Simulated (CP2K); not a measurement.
**Energy of BaS along an even scaling of the cell**

System: BaS (Fm-3m, 2 atoms in the cell).
Method: Kohn-Sham DFT of a periodic cell, LDA, GTH-PADE with UZH-TZVP basis, no spin polarisation (CP2K 2026.2).

The 6 runs differ only in the geometry, by an even scaling of the cell at fixed fractional positions. The structure derives from an entry of the Crystallography Open Database.

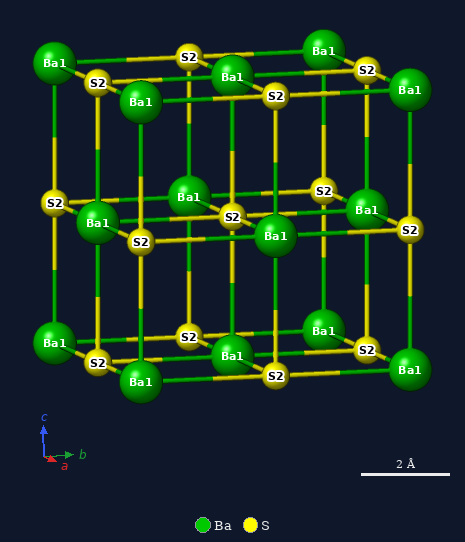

Figure 1. The structure of run 4 (ball-and-stick view of the cell 4 times as large as that of the calculation, set on its symmetry axes, seen slightly off an axis; atoms are numbered from 1 in the order of the input).

## Input of run 4
```
&GLOBAL
  PROJECT bas_eos
  RUN_TYPE ENERGY_FORCE
  PRINT_LEVEL LOW
&END GLOBAL
&FORCE_EVAL
  METHOD QS
  STRESS_TENSOR ANALYTICAL
  &DFT
    BASIS_SET_FILE_NAME BASIS_MOLOPT_UZH
    POTENTIAL_FILE_NAME GTH_POTENTIALS
    WFN_RESTART_FILE_NAME previous-RESTART.kp
    &MGRID
      CUTOFF 450
      REL_CUTOFF 60
      NGRIDS 5
    &END MGRID
    &QS
      METHOD GPW
      EPS_DEFAULT 1.0E-9
    &END QS
    &KPOINTS
      SCHEME MONKHORST-PACK 7 7 7
      GAMMA_CENTERED T
      SYMMETRY T
      SYMMETRY_BACKEND SPGLIB
    &END KPOINTS
    &SCF
      SCF_GUESS RESTART
      EPS_SCF 1.0E-6
      MAX_SCF 100
      ADDED_MOS 10
      CHOLESKY OFF
      EPS_EIGVAL 1.0E-7
      &DIAGONALIZATION ON
        ALGORITHM STANDARD
      &END DIAGONALIZATION
      &MIXING ON
        METHOD BROYDEN_MIXING
        ALPHA 0.4
        BETA 1.5
        NBUFFER 8
      &END MIXING
      &SMEAR ON
        METHOD FERMI_DIRAC
        ELECTRONIC_TEMPERATURE [K] 1160.452
      &END SMEAR
    &END SCF
    &XC
      &XC_FUNCTIONAL
        &LDA_X
        &END LDA_X
        &LDA_C_PW
        &END LDA_C_PW
      &END XC_FUNCTIONAL
    &END XC
    &PRINT
      &KPOINTS ON
      &END KPOINTS
      &MULLIKEN ON
      &END MULLIKEN
      &MO ON
        ENERGIES T
        OCCUPATION_NUMBERS T
        &EACH
          QS_SCF 0
        &END EACH
        ADD_LAST NUMERIC
      &END MO
    &END PRINT
  &END DFT
  &SUBSYS
    &CELL
      A 4.5465569899 0.0000000000 0.0000000000
      B 2.2732784950 3.9374338531 0.0000000000
      C 2.2732784950 1.3124779511 3.7122482373
      PERIODIC XYZ
    &END CELL
    &COORD
      SCALED
      Ba  0.0000000000 0.0000000000 0.0000000000
      S   0.5000000000 0.5000000000 0.5000000000
    &END COORD
    &KIND Ba
      BASIS_SET TZVP-MOLOPT-PBE-GTH-q10
      POTENTIAL GTH-PADE-q10
    &END KIND
    &KIND S
      BASIS_SET TZVP-MOLOPT-PBE-GTH-q6
      POTENTIAL GTH-PADE-q6
    &END KIND
    &PRINT
      &ATOMIC_COORDINATES ON
      &END ATOMIC_COORDINATES
      &CELL ON
      &END CELL
      &SYMMETRY ON
      &END SYMMETRY
    &END PRINT
  &END SUBSYS
  &PRINT
    &FORCES ON
    &END FORCES
    &STRESS_TENSOR ON
    &END STRESS_TENSOR
  &END PRINT
&END FORCE_EVAL
```

Command:
```bash
OMP_NUM_THREADS=2 cp2k.psmp -i bas_eos.inp -o bas_eos.out
```

Lattice vectors (Å) and fractional positions of run 4:
```
   4.546557    0.000000    0.000000
   2.273278    3.937434    0.000000
   2.273278    1.312478    3.712248
Ba  0.000000  0.000000  0.000000
S   0.500000  0.500000  0.500000
```

Run 5 differs from it as follows:
```diff
-      A 4.5465569899 0.0000000000 0.0000000000
-      B 2.2732784950 3.9374338531 0.0000000000
-      C 2.2732784950 1.3124779511 3.7122482373
+      A 4.5760809145 0.0000000000 0.0000000000
+      B 2.2880404573 3.9630023218 0.0000000000
+      C 2.2880404573 1.3210007740 3.7363544207
```

## Results, with one run withheld

```tsv
run	volume per atom (Å³)	free energy per atom, from the lowest run given (meV)	pressure (GPa)	gap on the mesh (eV)
1	30.622	0.71	0.72	1.90
2	31.273	0.00	−0.35	1.94
3	31.925	3.42	−1.31	1.97
4	33.228	20.89	−2.92	2.04
5	33.879	?	?	?
6	34.531	50.06	−4.20	2.09
```

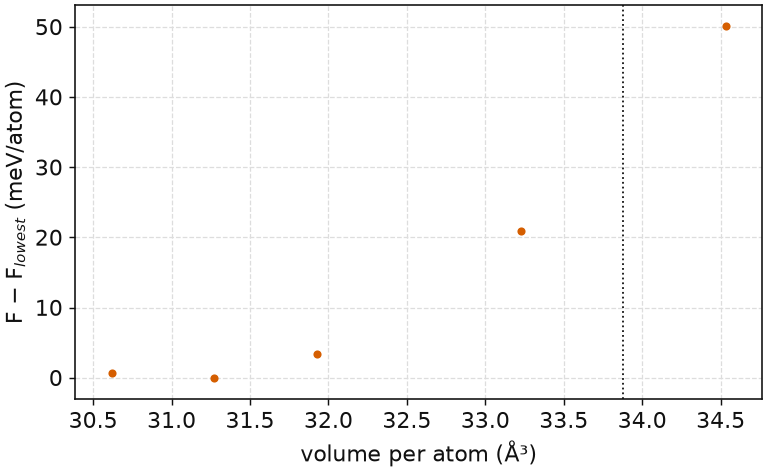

Figure 2. Free energy per atom of the runs given; the dotted line marks run 5.

What should run 5 give?

A cubic polynomial in V^(−2/3) (the Birch–Murnaghan form), fitted to the 5 runs given, misses them by under 0.01 meV per atom. With x = V^(−2/3) − 0.09867 Å⁻², it reads F = 6.6847 − 5410.1 x + 1.0484e+06 x² + 2.8805e+06 x³ (meV per atom). At run 5 it gives 34.17 meV per atom, and the run itself gives 34.18. The slope of the fit gives a pressure −dF/dV of −3.60 GPa there, and the run prints −3.60 GPa. The fit has its minimum at 31.051 Å³ per atom, where V d²F/dV² gives 50.3 GPa: the bulk modulus at this level, since symmetry fixes the shape and the positions. The gap on the mesh goes, without turning, from 1.90 eV in run 1 to 2.09 eV in run 6; run 5 has 2.06 eV. These are gaps of this functional on this mesh, which can miss the band edges; they aren't the measured gap.

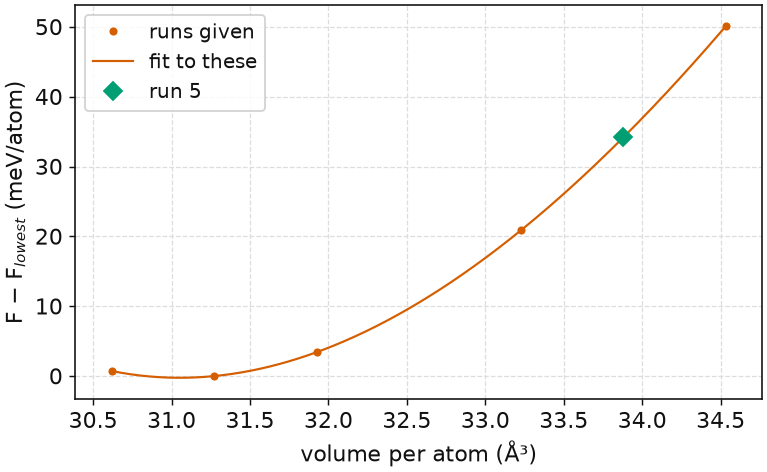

Figure 3. The fit and the withheld run.

## Some lines of the output (run 5)
```
[...]
 CELL| Volume [angstrom^3]:                                            67.758859
 CELL_REF| Volume [angstrom^3]:                                        67.758859
                        Smear method:                                FERMI_DIRAC
  Step     Update method      Time    Convergence         Total energy    Change
  Fermi energy:                                                 0.18002606206954
  Total energy:                                               -35.97651234822046
  Total energy (extrapolated to T->0):                        -35.97651224833885
 MO| E(Fermi):            0.180026 a.u.          4.898758 eV
```
